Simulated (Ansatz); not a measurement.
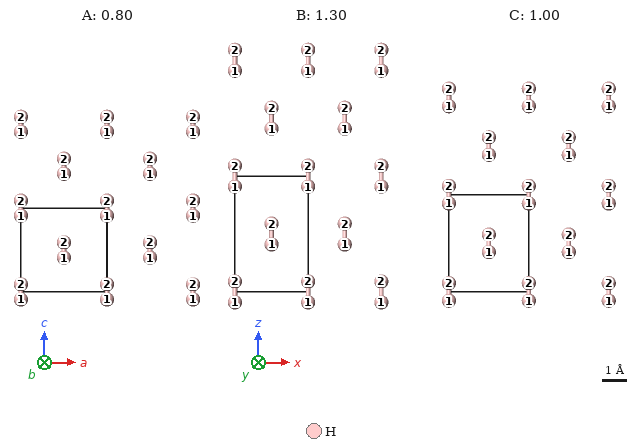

Energy scan for crystalline H (I4/mmm), in which the ratio of the cell's length along z to its lengths across, counted as 1 for the reference, is changed at fixed volume (a c/a path), with the atoms kept at their fractional coordinates. x, y and z are the Cartesian axes of the input. The picture is a ball-and-stick view of the conventional cell (2 times the calculation's cell), repeated 2 × 1 × 2 with one cell outlined, seen along the b axis. Lengths and directions refer to the drawn axes.

Theory: DFT LDA, scalar-relativistic, plane waves, PAW (Ansatz 0.2.0). Set-up: plane-wave cutoff 420 eV; k-point mesh 10 × 10 × 10; occupations gaussian; smearing width 0.05 eV; no spin polarisation. Energies (free energies at the smearing named) are counted from the cell as listed in its source, which wasn't relaxed.

**Rank the frames from lowest to highest energy.**

Lowest first: C (the relative ratio 1.00, 0.0 meV/atom), B (the relative ratio 1.30, 75.9 meV/atom), A (the relative ratio 0.80, 173.1 meV/atom). Over the whole scan: of the computed points the lowest is at the relative ratio 1.05, −6.6 meV/atom. At the ends of the scan the energy is 173.1 meV/atom (0.80) and 75.9 meV/atom (1.30). The unrelaxed reference is under a pressure of 0.9 GPa. The distortion keeps the space group I4/mmm. At the relative ratio 1.30 the cell of the drawing goes a 3.383 → 3.100 Å, b 3.383 → 3.100 Å, c 4.117 → 4.904 Å.
